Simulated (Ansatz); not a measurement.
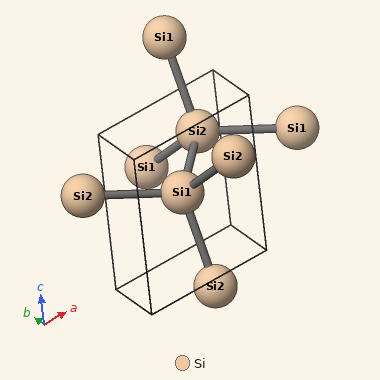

Four computed energy maps of cells of Si. The picture above is the structure of the first map.

Map 1

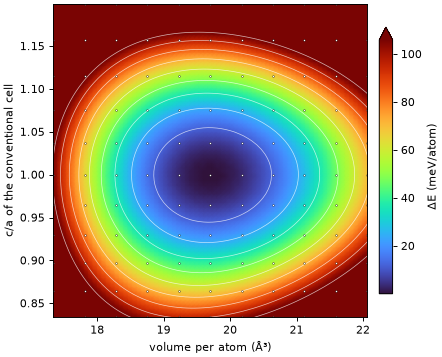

Si (Fd-3m, No. 227; 2 atoms in the cell). The energy is mapped over volume and the cell's shape. The first coordinate is: volume per atom; the second: c/a of the conventional cell. Nothing is relaxed (symmetry fixes all fractional coordinates). The scan uses an 11 × 11 grid. Points are written as (first, second). All energies are given in meV/atom relative to the lowest grid point. The band gap closes in part of the range. The calculation used Ansatz, DFT LDA, scalar-relativistic, plane waves, PAW. Settings: cutoff 420 eV, k-mesh 12×12×12, gaussian smearing 0.05 eV, no spin polarisation.

In the figure: a smooth colour map with a few white contour lines, dots at the grid points, one colour for all values above the top of the scale. Between grid points the surface is interpolated.

Map 2

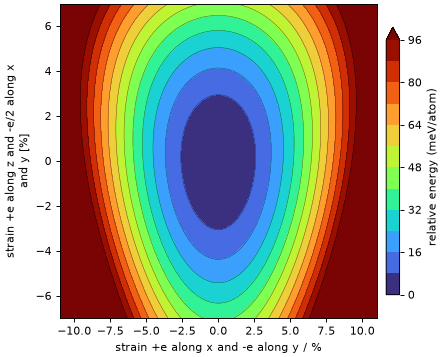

Si (Fd-3m, No. 227; 2 atoms in the cell). The energy is mapped over two homogeneous strains (x, y and z along the cube axes). The first coordinate is: strain +e along x and -e along y; the second: strain +e along z and -e/2 along x and y. Nothing is relaxed (symmetry fixes all fractional coordinates). Grid: 9 × 9 points; 45 points were computed and 36 follow by symmetry. Points are written as (first, second). All energies are given in meV/atom relative to the lowest grid point. The band gap closes in part of the range. These are results of Ansatz 0.2.0, DFT LDA, scalar-relativistic, plane waves, PAW, not measurements. Settings: cutoff 420 eV, k-mesh 12×12×12, gaussian smearing 0.05 eV, no spin polarisation.

The picture shows filled contours, one colour for all values above the top of the scale. Between grid points the surface is interpolated.

Map 3

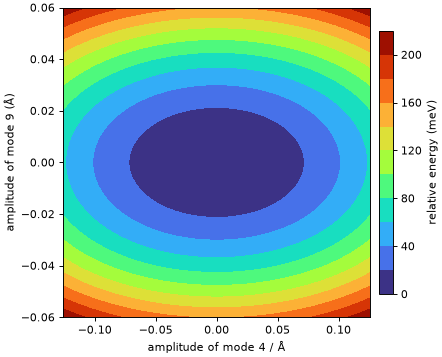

Si (Fd-3m, No. 227; 4 atoms in the cell). The energy is mapped over two normal modes frozen in (zone-centre modes of the 4-atom cell of this scan, which folds in the wave vector (0, 1/2, 1/2) of the primitive cell). First axis: amplitude of mode 4 (135 cm⁻¹), largest displacement. Second axis: amplitude of mode 9 (461 cm⁻¹), largest displacement. Nothing is relaxed (the cell and all other modes fixed). The scan uses a 7 × 7 grid; 16 points were computed and 33 follow by symmetry. Points are written as (first, second). All energies are given in meV per cell relative to the lowest grid point. Theory: Ansatz 0.2.0, DFT LDA, scalar-relativistic, plane waves, PAW. Settings: cutoff 420 eV, k-mesh 10×10×6 in the order of the run's cell vectors, gaussian smearing 0.05 eV, no spin polarisation.

Drawn: filled contours. Between grid points the surface is interpolated.

Map 4

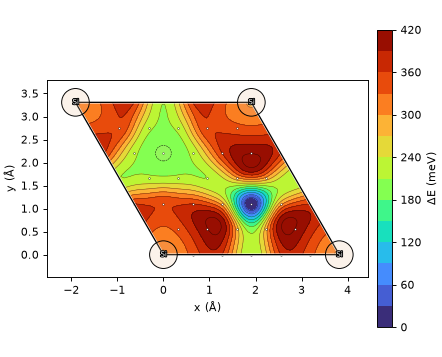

Si on a Si(111) slab cut from the Fd-3m phase, its upper half relaxed before the scan (4 atoms of substrate and one adsorbate in a 1 × 1 cell). Si is moved over the surface cell; relaxed at each place: the height of the adsorbate's atoms; substrate rigid; the origin of the map has the adsorbate above Si4. Places are given modulo a cell vector. The map is drawn in real space over the plane of the surface. Grid: 6 × 6 points; 10 points were computed and 26 follow by symmetry. All energies are given in meV relative to the lowest grid point. With one adsorbate in each 1 × 1 cell, its nearest image is 3.8 Å away, so neighbouring adsorbates interact. Method: Ansatz 0.2.0, DFT LDA, scalar-relativistic, plane waves, PAW. Settings: cutoff 420 eV, k-mesh 9×9×1, gaussian smearing 0.05 eV, spin-polarised.

The picture shows filled contours, dots at the grid points, labelled circles for the atoms of the top layer and small ones for the second layer, the outline of one cell of the plane. Between grid points the surface is interpolated.

What does each map show?

Answer. Map 1: The lowest grid point is at (19.70 Å³, 1.000). No other kind of well shows on this grid. The highest grid point, (17.34 Å³, 1.200), lies 236 meV/atom above the lowest. Round the minimum the two coordinates are nearly uncoupled.
Map 2: The lowest grid point is at (0.00 %, 0.00 %). It is the only kind of minimum in the scanned range. The highest grid point, (−11.00 %, −7.00 %), lies 208 meV/atom above the lowest. Round the minimum the two coordinates are nearly uncoupled.
Map 3: The lowest grid point is at (0.000 Å, 0.00 Å). No other kind of well shows on this grid. The highest grid point, (−0.126 Å, −0.06 Å), lies 216 meV above the lowest.
Map 4: The lowest grid point is at a threefold hollow, (4/6, 2/6) of the cell vectors. Higher local minima lie near a threefold hollow over a second-layer Si atom, (2/6, 4/6) of the cell vectors (196 meV above the lowest at that grid point); the top site over a surface Si atom, (0/6, 0/6) of the cell vectors (299 meV above the lowest at that grid point). The highest grid point, (2/6, 1/6) of the cell vectors [nearest 1 Si at 2.36 Å], lies 419 meV above the lowest. On the interpolated surface the easiest way out of the lowest well to the well at a threefold hollow over a second-layer Si atom, (2/6, 4/6) of the cell vectors passes a barrier of about 220 meV. At the lowest point the adsorbate has 3 Si at 2.48 Å as nearest neighbours, at the highest 1 Si at 2.36 Å. Its relaxed height above the top atom is 1.13 Å at the lowest and 2.09 Å at the highest point.

Maps 1, 2, 3 start from a relaxed reference structure. Do they show a way to lower its energy?

Answer. No. In each of them the reference is the lowest point, within the accuracy of the grid, so it is stable against the distortions scanned (other distortions weren't tried).

PAW datasets: the set soft_1.
